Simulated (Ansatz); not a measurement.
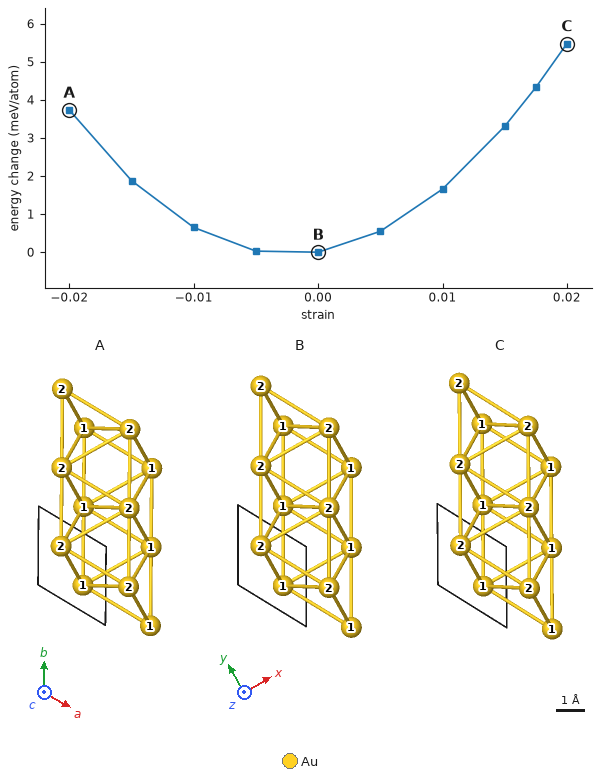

Solid Au (Cmcm): the cell is strained along y alone, with the atoms kept at their fractional coordinates. x, y and z are the Cartesian axes of the input. The lettered frames are marked on the plot. A ball-and-stick model of the cell of the calculation, repeated 2 × 3 × 2 with one cell outlined, seen along the c axis.

Method: DFT PBEsol, scalar-relativistic, plane waves, PAW (Ansatz 0.2.0). Set-up: plane-wave cutoff 420 eV; k-point mesh 24 × 24 × 12; occupations gaussian; smearing width 0.15 eV; no spin polarisation. Energies (free energies at the smearing named) are counted from the relaxed crystal.

Question: Describe the profile.

Answer: Of the computed points the lowest is at the strain 0.00, 0.00 meV/atom. The end points stand at 3.73 meV/atom (−0.02) and 5.47 meV/atom (0.02). The curvature at zero strain, (1/V) d²E/dε², is about 220 GPa; it is C₂₂ with clamped ions. The distortion keeps the space group Cmcm. At the strain −0.02 the cell of the drawing goes a 2.885 → 2.841 Å, b 2.885 → 2.841 Å, γ 121.5° → 120.5°.
